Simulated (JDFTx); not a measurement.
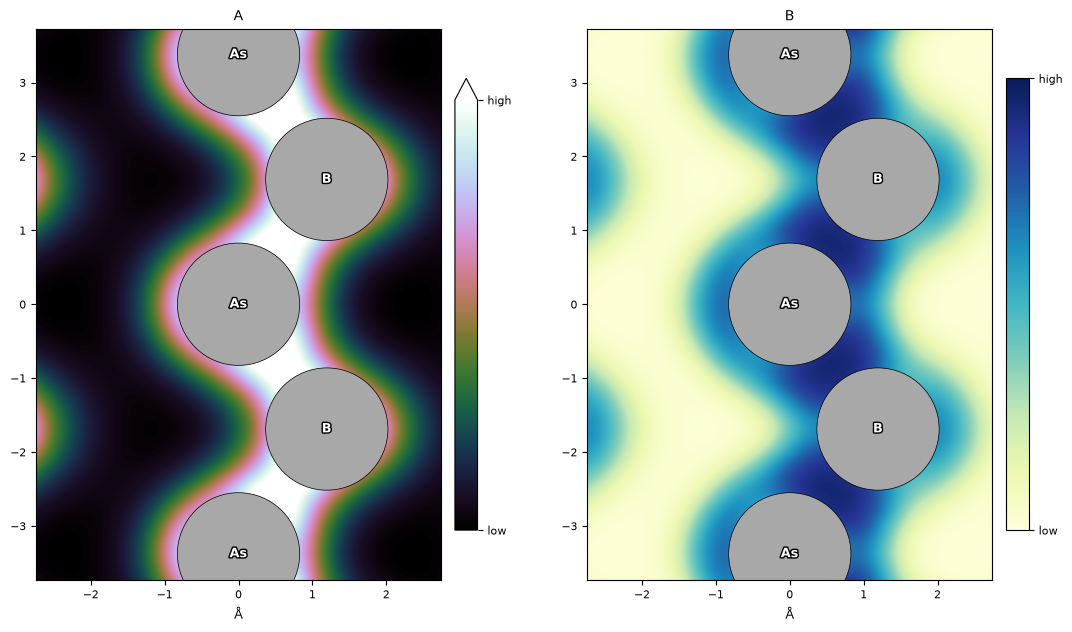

BAs: 2 fields on the (110) plane of the conventional cell, with unlabelled colour scales. Grey discs cover the atomic cores.

Space group F-43m.

Computed with Kohn-Sham DFT of a periodic cell, r2SCAN, SG15-PBE-1.2 in JDFTx 1.7.0 (patched build).

Which field does each panel show? The fields are: electron localisation function and valence pseudo-density.

Answer. Panel A: valence pseudo-density. Panel B: electron localisation function. From the grid: B–As (2.07 Å): ρ at the midpoint is about 0.76 e/Å³; the ELF peaks at about 0.95 between the atoms; a shared electron pair.
